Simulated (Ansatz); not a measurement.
## Geometry relaxation of PtSe₂ (part 1 of 2)

- system: PtSe₂ (slab, 12 atoms in the cell)
- method: DFT PBE+D3(BJ), scalar-relativistic, plane waves, PAW, no spin polarisation (Ansatz 0.2.0)

The structure derives from an entry of the Crystallography Open Database.

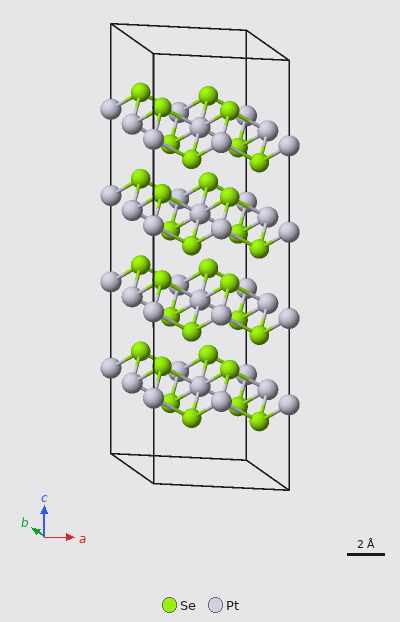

Figure 1. The input geometry (ball-and-stick view of the 2 × 2 repeat of the cell, with the vacuum cut short, seen slightly off an axis). Near neighbours in the crystal (not all of them lie inside the picture): Se has 3 Pt at 2.53 Å; Pt has 6 Se at 2.53 Å.

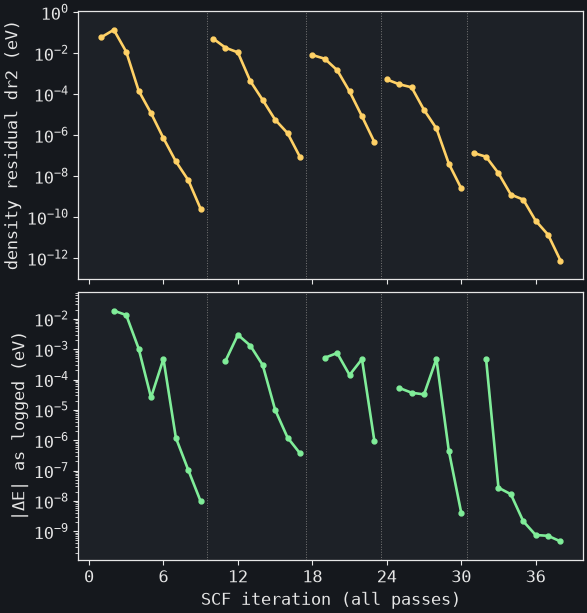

Figure 2. Convergence of the self-consistent field: density residual dr2 and size of the energy change against the SCF iteration. The dotted lines part the SCF passes of the relaxation: geometry steps, rejected trials and re-solves on a re-selected basis. The 5 passes take 6 to 9 iterations each, 38 in all.

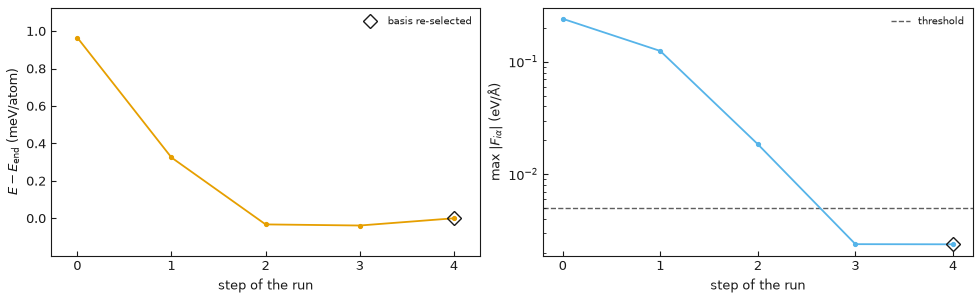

Figure 3. Progress of the relaxation, step by step (the first geometry is step 0 here and step 1 in the log).

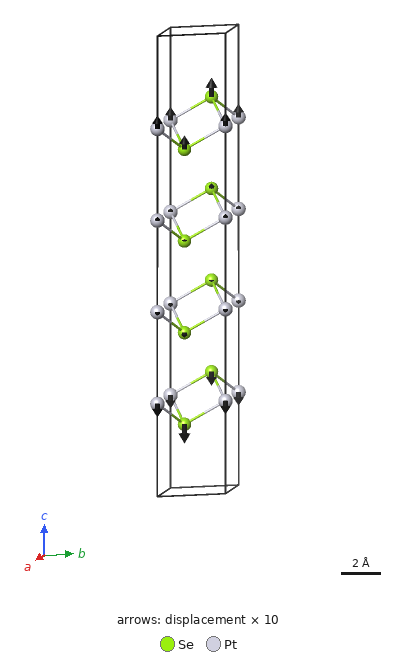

Figure 4. The starting structure with the displacements (without the part carried along by the change of the cell) as black arrows, magnified 10 times (ball-and-stick view of the cell of the calculation, with the vacuum cut short, seen slightly off an axis). The largest moves relative to the cell, 0.10 Å, are those of Se1 and Se12. Largest moves by element: Se 0.10 Å, Pt 0.07 Å. In the plane the drawn cell goes a 3.771 → 3.754 Å (−0.5 %), b 3.771 → 3.754 Å (−0.5 %). Among the contacts that change: Pt2–Se3 2.526 → 2.516 Å, Pt11–Se12 2.526 → 2.533 Å. Over 3 geometry steps the energy falls by 1.0 meV per atom. Largest force component: 0.24 eV/Å at the start, 0.0024 eV/Å at the end. A last SCF at the same geometry on a re-selected plane-wave basis shifts the energy by +0.0 meV per atom. (Atoms are counted from 1 in the order of the input.)

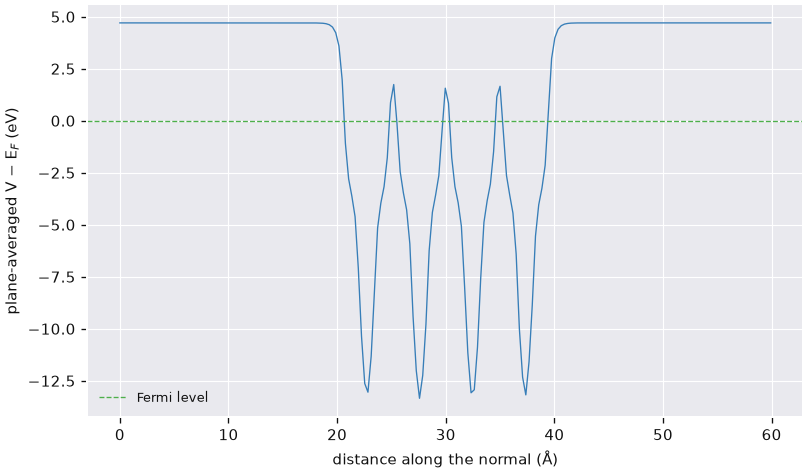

Figure 5. Plane average of the electrostatic potential energy of an electron across the cell, from the Fermi level. The vacuum level lies 4.71 eV above the Fermi level.

The input that produced these results follows, with the program's output.

The input
```yaml
crystal:
  lattice:
    - [3.7714571387, 0.0, 0.0]
    - [-1.8857285693, 3.2661776914, 0.0]
    - [0.0, 0.0, 60.0613416738]
  atoms:
    - { symbol: Se, position: [0.6666666667, 0.3333333333, 0.3582226907] }
    - { symbol: Pt, position: [0.0, 0.0, 0.3795404817] }
    - { symbol: Se, position: [0.3333333333, 0.6666666667, 0.4008582727] }
    - { symbol: Se, position: [0.6666666667, 0.3333333333, 0.4385290362] }
    - { symbol: Pt, position: [0.0, 0.0, 0.4598468272] }
    - { symbol: Se, position: [0.3333333333, 0.6666666667, 0.4811646183] }
    - { symbol: Se, position: [0.6666666667, 0.3333333333, 0.5188353817] }
    - { symbol: Pt, position: [0.0, 0.0, 0.5401531728] }
    - { symbol: Se, position: [0.3333333333, 0.6666666667, 0.5614709638] }
    - { symbol: Se, position: [0.6666666667, 0.3333333333, 0.5991417273] }
    - { symbol: Pt, position: [0.0, 0.0, 0.6204595183] }
    - { symbol: Se, position: [0.3333333333, 0.6666666667, 0.6417773093] }
  periodic: [true, true, false]
basis:
  ecutwfc: 420
kpoints:
  mp_grid: { grid: [12, 12, 1] }
hamiltonian:
  xc: pbe
  dispersion: d3bj
scf:
  occupations: { method: gaussian, width: 0.1 }
output:
  forces: true
  stress: true
  eigenvalues: true
relax:
  adjacent_minimum: "off"
  f_tol: 0.005
  max_steps: 80
  cell: { stress_2d_tol: 0.02 }
```

Launch command:
```bash
ansatz run input.yaml --threads 8 --pin off --max-ram 22528MiB --backend cpu --events-out ev --progress --plain --runs-dir out
```

What the program printed
```
Engine: ansatz 0.2.0, x86_64-unknown-linux-gnu
Pseudopotentials: kind: paw
Pseudopotential: Se, paw, valence charge 16, recommended cutoff 420 eV (normal), Se.paw.azcp
Pseudopotential: Pt, paw, valence charge 18, recommended cutoff 420 eV (normal), Pt.paw.azcp
Functional definition: PBE
  parameter kappa = 0.804
  parameter beta = 0.06672455060314922
  exchange = pbe_x(kappa = kappa, mu = beta*pi^2/3)
  correlation = pbe_c(beta = beta)
Crystal: 12 atoms, lattice volume = 739.851 Å³
Basis set: ecut = 420 eV, 14517 PW (Γ), exchange–correlation on 54×54×810 points (8 copies of the dense FFT grid, shifted against one another)
Bands: 120, of which v1, the nominal top of the filled ones, is band 100 counted from 1 (99 counted from 0)
Symmetry: 12 space group operations
Space group: P-3m1 (ITA 164), of the structure as read, at distance tolerance 9.0e-5 Å
k-points: 19 of 144
Non-local potential: Se, projectors of the file, l = 0: 2, l = 1: 2, l = 2: 3, l = 3: 1
Non-local potential: Pt, projectors of the file, l = 0: 3, l = 1: 2, l = 2: 2, l = 3: 1
PAW form: soft (Blöchl's): semilocal exchange-correlation on the pseudo side does not see the compensation charge
PAW one-centre angular grid: Se, 590 points (default); XC on 64 Gauss nodes
PAW one-centre angular grid: Pt, 590 points (default); XC on 64 Gauss nodes
Initial density: superposition of atomic densities (neutral atoms: chi_scale 0, normalization atom), corrected by the library's trained network
Initial wavefunctions: pseudopotential atomic-orbital guess
Functional: x = pbe(κ = 0.804, μ = 0.2195149727645171), c = pbe(β = 0.06672455060314922)
SCF iter   1: F=—  HF=-93854.393607 eV  |F-HF|=—  |Δ(HF+E_count)|=         —  Δρ=2.17e-3  dr2=5.97e-2  ethr=1.77e-3  ⟨swp⟩=11.7  Hψ=12255  notcnv=0  defer=85
preconditioner: auto → LDOS  [insulator: Δε(μ)=0.184 eV  Ē_g=9.738 eV  σ=0.100 eV  W_gap=0.78  n_scr=166 (ndim 8)  ℏωp=12.8 eV  f_vac=0.666  D(μ)=2.55/eV (n_scr^D=14)  ε∞_Penn≈2.7  β→1.0]
SCF iter   2: F=—  HF=-93854.375072 eV  |F-HF|=—  |Δ(HF+E_count)|=   1.85e-2  Δρ=2.00e-3  dr2=1.37e-1  ethr=2.98e-5  ⟨swp⟩=3.8  Hψ=5665  notcnv=0  defer=222
SCF iter   3: F=—  HF=-93854.361807 eV  |F-HF|=—  |Δ(HF+E_count)|=   1.33e-2  Δρ=4.43e-4  dr2=1.16e-2  ethr=2.98e-5  ⟨swp⟩=3.0  Hψ=3245  notcnv=0  defer=222
SCF iter   4: F=—  HF=-93854.360755 eV  |F-HF|=—  |Δ(HF+E_count)|=   1.05e-3  Δρ=1.15e-4  dr2=1.47e-4  ethr=5.82e-6  ⟨swp⟩=2.8  Hψ=3120  notcnv=0  defer=222
SCF iter   5: F=—  HF=-93854.360729 eV  |F-HF|=—  |Δ(HF+E_count)|=   2.56e-5  Δρ=2.63e-5  dr2=1.17e-5  ethr=7.37e-8  ⟨swp⟩=4.2  Hψ=4415  notcnv=0  defer=222
SCF iter   6: F=—  HF=-93854.361208 eV  |F-HF|=—  |Δ(HF+E_count)|=   4.78e-4  Δρ=7.71e-6  dr2=7.03e-7  ethr=5.83e-9  ⟨swp⟩=3.3  Hψ=4077  notcnv=0  defer=181
iter 7 did not close the SCF: its close was put off until two iterations running show no level that it waits for move by more than its bar (scf_convergence_deferred on its scf_iter line)
SCF iter   7: F=-93854.361209 eV  HF=-93854.361209 eV  |F-HF|=8.31e-8  |Δ(HF+E_count)|=   1.21e-6  Δρ=1.86e-6  dr2=5.16e-8  ethr=5.00e-11  ⟨swp⟩=22.7  Hψ=15618  notcnv=0
iter 8 did not close the SCF: its close was put off until two iterations running show no level that it waits for move by more than its bar (scf_convergence_deferred on its scf_iter line)
SCF iter   8: F=-93854.361209 eV  HF=-93854.361209 eV  |F-HF|=6.29e-9  |Δ(HF+E_count)|=   1.05e-7  Δρ=5.51e-7  dr2=6.30e-9  ethr=2.58e-11  ⟨swp⟩=7.2  Hψ=8783  notcnv=0
SCF iter   9: F=-93854.361209 eV  HF=-93854.361209 eV  |F-HF|=1.38e-9  |Δ(HF+E_count)|=   9.71e-9  Δρ=1.48e-7  dr2=2.48e-10  ethr=3.15e-12  ⟨swp⟩=4.7  Hψ=7103  notcnv=0
SCF 1 converged in 9 iterations: F = -93854.361209 eV  dr2 = 2.48e-10
  greatest PAW one-centre occupation: 1.000 electrons in one spin orbital (limit 2), on the Pt atom at site 10 (counted from 0), in its partial waves of l = 0
relax step   1: F+E_penalty+E_count = -93854.36120893 eV  Δ(F+E_penalty+E_count) = +0.000e0 eV  max|allowed force component| = 2.404e-1 eV/Å  Δτ_max = 0.0000 Å  P = -1.257 N/m  Ω = 739.851 Å³  fix = [c, alpha, beta]  reactions: c -0.000 N/m  (9 SCF iters, dr2 threshold 1.00e-7 eV, accepted)
Crystal: 12 atoms, lattice volume = 730.679 Å³
Basis set: ecut = 420 eV, 14337 PW (Γ), exchange–correlation on 54×54×810 points (8 copies of the dense FFT grid, shifted against one another)
Initial density: handed on by an earlier stage of this run
Initial wavefunctions: those handed on with the density
iter 1 solved again at ethr=2.80e-5 eV; its pass at ethr=3.10e-3 eV (dr2=5.60e-2 eV) is discarded
SCF iter   1: F=—  HF=-93854.372478 eV  |F-HF|=—  |Δ(HF+E_count)|=         —  Δρ=4.79e-3  dr2=5.14e-2  ethr=2.80e-5  ⟨swp⟩=3.7  Hψ=12059  notcnv=0  defer=1
preconditioner: auto → LDOS  [insulator: Δε(μ)=0.157 eV  Ē_g=9.756 eV  σ=0.100 eV  W_gap=0.71  n_scr=156 (ndim 8)  ℏωp=12.9 eV  f_vac=0.662  D(μ)=2.60/eV (n_scr^D=14)  ε∞_Penn≈2.7  β→1.0]
SCF iter   2: F=—  HF=-93854.372887 eV  |F-HF|=—  |Δ(HF+E_count)|=   4.09e-4  Δρ=1.16e-3  dr2=1.83e-2  ethr=2.57e-5  ⟨swp⟩=3.0  Hψ=5088  notcnv=0  defer=2
SCF iter   3: F=—  HF=-93854.369919 eV  |F-HF|=—  |Δ(HF+E_count)|=   2.97e-3  Δρ=5.77e-4  dr2=1.08e-2  ethr=9.17e-6  ⟨swp⟩=3.1  Hψ=5366  notcnv=0  defer=2
SCF iter   4: F=—  HF=-93854.368606 eV  |F-HF|=—  |Δ(HF+E_count)|=   1.31e-3  Δρ=1.83e-4  dr2=4.32e-4  ethr=5.40e-6  ⟨swp⟩=2.5  Hψ=3264  notcnv=0  defer=2
SCF iter   5: F=—  HF=-93854.368905 eV  |F-HF|=—  |Δ(HF+E_count)|=   2.99e-4  Δρ=6.35e-5  dr2=5.13e-5  ethr=2.16e-7  ⟨swp⟩=3.4  Hψ=4623  notcnv=0  defer=2
SCF iter   6: F=—  HF=-93854.368895 eV  |F-HF|=—  |Δ(HF+E_count)|=   1.01e-5  Δρ=1.19e-5  dr2=5.60e-6  ethr=2.56e-8  ⟨swp⟩=3.1  Hψ=4824  notcnv=0  defer=3
SCF iter   7: F=—  HF=-93854.368896 eV  |F-HF|=—  |Δ(HF+E_count)|=   1.23e-6  Δρ=4.97e-6  dr2=1.25e-6  ethr=6.00e-10  ⟨swp⟩=15.9  Hψ=14226  notcnv=0
SCF iter   8: F=-93854.368897 eV  HF=-93854.368897 eV  |F-HF|=7.50e-8  |Δ(HF+E_count)|=   3.74e-7  Δρ=1.74e-6  dr2=8.64e-8  ethr=6.00e-10  ⟨swp⟩=8.1  Hψ=7389  notcnv=0
SCF 2 converged in 8 iterations: F = -93854.368897 eV  dr2 = 8.64e-8
  greatest PAW one-centre occupation: 1.000 electrons in one spin orbital (limit 2), on the Pt atom at site 7 (counted from 0), in its partial waves of l = 0
relax step   2: F+E_penalty+E_count = -93854.36889670 eV  Δ(F+E_penalty+E_count) = -7.688e-3 eV  max|allowed force component| = 1.245e-1 eV/Å  Δτ_max = 0.1038 Å  P = +0.373 N/m  Ω = 730.679 Å³  energy of the carried Pulay correction = +6.244e-4 eV  fix = [c, alpha, beta]  reactions: c +0.000 N/m  (8 SCF iters, dr2 threshold 1.20e-6 eV, accepted)
Crystal: 12 atoms, lattice volume = 733.138 Å³
Basis set: ecut = 420 eV, 14385 PW (Γ), exchange–correlation on 54×54×810 points (8 copies of the dense FFT grid, shifted against one another)
iter 1 solved again at ethr=3.96e-6 eV; its pass at ethr=3.10e-3 eV (dr2=7.93e-3 eV) is discarded
SCF iter   1: F=—  HF=-93854.373083 eV  |F-HF|=—  |Δ(HF+E_count)|=         —  Δρ=1.95e-3  dr2=8.07e-3  ethr=3.96e-6  ⟨swp⟩=3.6  Hψ=9152  notcnv=0
preconditioner: auto → LDOS  [insulator: Δε(μ)=0.164 eV  Ē_g=9.758 eV  σ=0.100 eV  W_gap=0.73  n_scr=156 (ndim 8)  ℏωp=12.9 eV  f_vac=0.663  D(μ)=2.57/eV (n_scr^D=14)  ε∞_Penn≈2.7  β→1.0]
SCF iter   2: F=—  HF=-93854.373602 eV  |F-HF|=—  |Δ(HF+E_count)|=   5.19e-4  Δρ=4.32e-4  dr2=5.29e-3  ethr=3.96e-6  ⟨swp⟩=3.0  Hψ=4873  notcnv=0
SCF iter   3: F=—  HF=-93854.372858 eV  |F-HF|=—  |Δ(HF+E_count)|=   7.44e-4  Δρ=1.91e-4  dr2=1.47e-3  ethr=2.65e-6  ⟨swp⟩=3.0  Hψ=5026  notcnv=0
SCF iter   4: F=—  HF=-93854.372718 eV  |F-HF|=—  |Δ(HF+E_count)|=   1.41e-4  Δρ=7.34e-5  dr2=1.35e-4  ethr=7.34e-7  ⟨swp⟩=2.3  Hψ=3057  notcnv=0
SCF iter   5: F=—  HF=-93854.373188 eV  |F-HF|=—  |Δ(HF+E_count)|=   4.70e-4  Δρ=1.59e-5  dr2=8.23e-6  ethr=6.75e-8  ⟨swp⟩=3.0  Hψ=3995  notcnv=0
SCF iter   6: F=-93854.373187 eV  HF=-93854.373187 eV  |F-HF|=1.57e-7  |Δ(HF+E_count)|=   9.46e-7  Δρ=4.34e-6  dr2=4.58e-7  ethr=4.85e-10  ⟨swp⟩=13.8  Hψ=15907  notcnv=0
SCF 3 converged in 6 iterations: F = -93854.373187 eV  dr2 = 4.58e-7
relax step   3: F+E_penalty+E_count = -93854.37318706 eV  Δ(F+E_penalty+E_count) = -4.290e-3 eV  max|allowed force component| = 1.849e-2 eV/Å  Δτ_max = 0.0279 Å  P = +0.023 N/m  Ω = 733.138 Å³  energy of the carried Pulay correction = +4.562e-4 eV  fix = [c, alpha, beta]  reactions: c +0.000 N/m  (6 SCF iters, dr2 threshold 9.69e-7 eV, accepted)
Crystal: 12 atoms, lattice volume = 733.042 Å³
iter 1 solved again at ethr=2.64e-7 eV; its pass at ethr=3.10e-3 eV (dr2=5.28e-4 eV) is discarded
SCF iter   1: F=—  HF=-93854.372794 eV  |F-HF|=—  |Δ(HF+E_count)|=         —  Δρ=5.81e-4  dr2=5.18e-4  ethr=2.64e-7  ⟨swp⟩=3.5  Hψ=8251  notcnv=0
preconditioner: auto → LDOS  [insulator: Δε(μ)=0.162 eV  Ē_g=9.757 eV  σ=0.100 eV  W_gap=0.72  n_scr=156 (ndim 8)  ℏωp=12.9 eV  f_vac=0.662  D(μ)=2.57/eV (n_scr^D=14)  ε∞_Penn≈2.7  β→1.0]
SCF iter   2: F=—  HF=-93854.372846 eV  |F-HF|=—  |Δ(HF+E_count)|=   5.28e-5  Δρ=1.17e-4  dr2=3.00e-4  ethr=2.59e-7  ⟨swp⟩=3.0  Hψ=4832  notcnv=0
SCF iter   3: F=—  HF=-93854.372810 eV  |F-HF|=—  |Δ(HF+E_count)|=   3.68e-5  Δρ=6.75e-5  dr2=2.14e-4  ethr=1.50e-7  ⟨swp⟩=3.0  Hψ=5021  notcnv=0
SCF iter   4: F=—  HF=-93854.372777 eV  |F-HF|=—  |Δ(HF+E_count)|=   3.23e-5  Δρ=3.20e-5  dr2=1.69e-5  ethr=1.07e-7  ⟨swp⟩=2.0  Hψ=3149  notcnv=0
SCF iter   5: F=—  HF=-93854.373258 eV  |F-HF|=—  |Δ(HF+E_count)|=   4.81e-4  Δρ=1.02e-5  dr2=2.10e-6  ethr=8.44e-9  ⟨swp⟩=3.0  Hψ=4503  notcnv=0
SCF iter   6: F=—  HF=-93854.373258 eV  |F-HF|=—  |Δ(HF+E_count)|=   4.49e-7  Δρ=1.87e-6  dr2=4.00e-8  ethr=1.05e-9  ⟨swp⟩=3.1  Hψ=4777  notcnv=0
SCF iter   7: F=-93854.373258 eV  HF=-93854.373258 eV  |F-HF|=1.32e-8  |Δ(HF+E_count)|=   4.10e-9  Δρ=4.57e-7  dr2=2.50e-9  ethr=1.07e-11  ⟨swp⟩=14.5  Hψ=14287  notcnv=0
SCF 4 converged in 7 iterations: F = -93854.373258 eV  dr2 = 2.50e-9
relax step   4: F+E_penalty+E_count = -93854.37325784 eV  Δ(F+E_penalty+E_count) = -7.078e-5 eV  max|allowed force component| = 2.397e-3 eV/Å  Δτ_max = 0.0074 Å  P = -0.016 N/m  Ω = 733.042 Å³  energy of the carried Pulay correction = +4.628e-4 eV  fix = [c, alpha, beta]  reactions: c -0.000 N/m  (7 SCF iters, dr2 threshold 2.14e-8 eV, accepted)
Initial wavefunctions: pseudopotential atomic-orbital guess (no wavefunctions were taken with the density)
iter 1 solved again at ethr=6.46e-7 eV; its pass at ethr=3.10e-3 eV (dr2=1.29e-3 eV) is discarded
SCF iter   1: F=—  HF=-93854.372308 eV  |F-HF|=—  |Δ(HF+E_count)|=         —  Δρ=1.01e-5  dr2=1.33e-7  ethr=6.46e-7  ⟨swp⟩=6.3  Hψ=21259  notcnv=0
eigensolver tolerance schedule: the retry pair's looser diagonalisation over-reported the residual by 9712.16 of it (diagonalisation noise at an unbounded share of the residual, at the tolerance the schedule requests for it); recorded, not acted on — ethr = c·dr2/N_el stays at c = 1.0e-1
preconditioner: auto → LDOS  [insulator: Δε(μ)=0.162 eV  Ē_g=9.759 eV  σ=0.100 eV  W_gap=0.72  n_scr=156 (ndim 8)  ℏωp=12.9 eV  f_vac=0.663  D(μ)=2.57/eV (n_scr^D=14)  ε∞_Penn≈2.7  β→1.0]
SCF iter   2: F=—  HF=-93854.372795 eV  |F-HF|=—  |Δ(HF+E_count)|=   4.87e-4  Δρ=3.29e-6  dr2=8.74e-8  ethr=6.65e-11  ⟨swp⟩=6.0  Hψ=8422  notcnv=0
SCF iter   3: F=—  HF=-93854.372795 eV  |F-HF|=—  |Δ(HF+E_count)|=   2.74e-8  Δρ=1.19e-6  dr2=1.37e-8  ethr=4.37e-11  ⟨swp⟩=2.9  Hψ=4524  notcnv=0
SCF iter   4: F=—  HF=-93854.372795 eV  |F-HF|=—  |Δ(HF+E_count)|=   1.67e-8  Δρ=2.77e-7  dr2=1.24e-9  ethr=6.83e-12  ⟨swp⟩=3.2  Hψ=4032  notcnv=0
SCF iter   5: F=—  HF=-93854.372795 eV  |F-HF|=—  |Δ(HF+E_count)|=   2.15e-9  Δρ=1.42e-7  dr2=7.05e-10  ethr=1.00e-12  ⟨swp⟩=3.3  Hψ=3766  notcnv=0
SCF iter   6: F=—  HF=-93854.372795 eV  |F-HF|=—  |Δ(HF+E_count)|=  7.57e-10  Δρ=6.65e-8  dr2=6.56e-11  ethr=1.00e-12  ⟨swp⟩=2.0  Hψ=3230  notcnv=0
SCF iter   7: F=—  HF=-93854.372795 eV  |F-HF|=—  |Δ(HF+E_count)|=  7.13e-10  Δρ=2.68e-8  dr2=1.36e-11  ethr=1.00e-12  ⟨swp⟩=1.7  Hψ=2728  notcnv=0
SCF iter   8: F=-93854.372795 eV  HF=-93854.372795 eV  |F-HF|=1.41e-9  |Δ(HF+E_count)|=  4.66e-10  Δρ=6.90e-9  dr2=7.47e-13  ethr=1.00e-12  ⟨swp⟩=14.2  Hψ=15374  notcnv=0
SCF 5 converged in 8 iterations: F = -93854.372795 eV  dr2 = 7.47e-13
```
